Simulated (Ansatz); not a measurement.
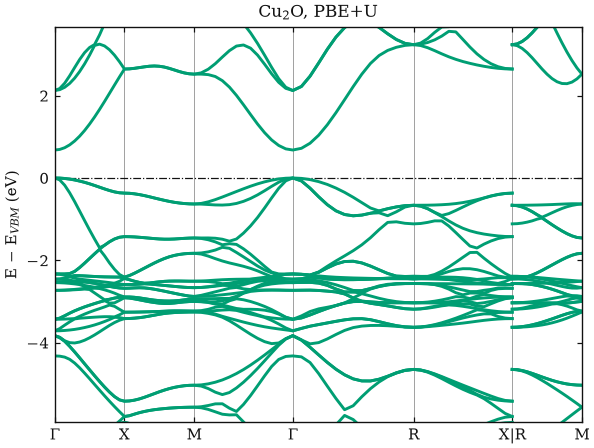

Band structure. Energies are counted from the top of the valence band.

Structure: Cu2O, space group Pn-3m (No. 224), 6 atoms in the cell; a = 4.33 Å, b = 4.33 Å, c = 4.33 Å, α = 90.00°, β = 90.00°, γ = 90.00°.

Method: DFT PBE+U, scalar-relativistic, plane waves, PAW, Ueff = 4 eV on Cu d, no spin polarisation, 6×6×6 k mesh, 420 eV cutoff, Gaussian smearing of 0.02 eV (Ansatz 0.2.0).

Read off the fundamental gap and say whether it is direct.

Answer. A semiconductor. The gap along this path is 0.68 eV and direct: both edges lie at Γ.

What are the direct gaps at Γ, X and R?

Answer. The direct gaps are 0.68 eV at Γ, 3.01 eV at X and 3.90 eV at R.
